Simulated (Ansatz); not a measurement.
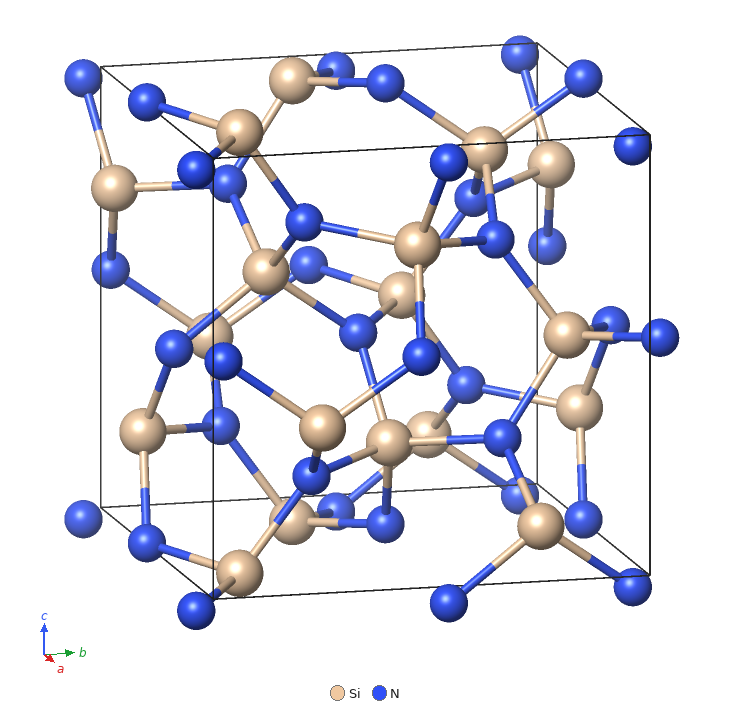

Structure drawing (ball-and-stick), viewed slightly off an axis. The lines enclose the conventional unit cell; boundary atoms appear with their images.

Si₃N₄, space group I-43d (No. 220), a = 6.443 Å, b = 6.443 Å, c = 6.443 Å, α = 90.00°, β = 90.00°, γ = 90.00°. Provenance: a structure listed in the Materials Project. Earlier steps of the study, as a rule a relaxation of our own, may have changed the cell and positions, so they can lie some per cent off the listed ones. It went into a calculation with Ansatz.

This one geometry was computed with Ansatz (DFT, plane waves, PAW) at four levels of theory: PBE0, PBE, r2SCAN and HSE06. It was relaxed beforehand with r2SCAN.

Q: Which level gives the highest pressure at this volume, and what does that say about its equilibrium volume?

A: Highest: PBE (6.0 GPa), which points to the largest equilibrium volume. Lowest, with the smallest volume: PBE0 (-1.2 GPa) and HSE06 (-1.1 GPa). Levels within 0.5 GPa of each other can't be told apart.

Q: How does the band gap change with the level of theory?

A: PBE: a gap of 4.12 eV, indirect; r2SCAN: a gap of 4.74 eV, indirect; HSE06: a gap of 5.52 eV, indirect; PBE0: a gap of 6.28 eV, indirect.

Q: Collect the results in a table.

A:
| level | cutoff (eV) | k-mesh of the run's cell | gap (eV) | pressure (GPa) |
| --- | --- | --- | --- | --- |
| PBE0 | 420 | 4×4×4 | 6.28 | -1.2 |
| PBE | 420 | 6×6×6 | 4.12 | 6.0 |
| r2SCAN | 500 | 6×6×6 | 4.74 | 0.0 |
| HSE06 | 420 | 4×4×4 | 5.52 | -1.1 |

Gaps are taken on the k-mesh or band path of each run.
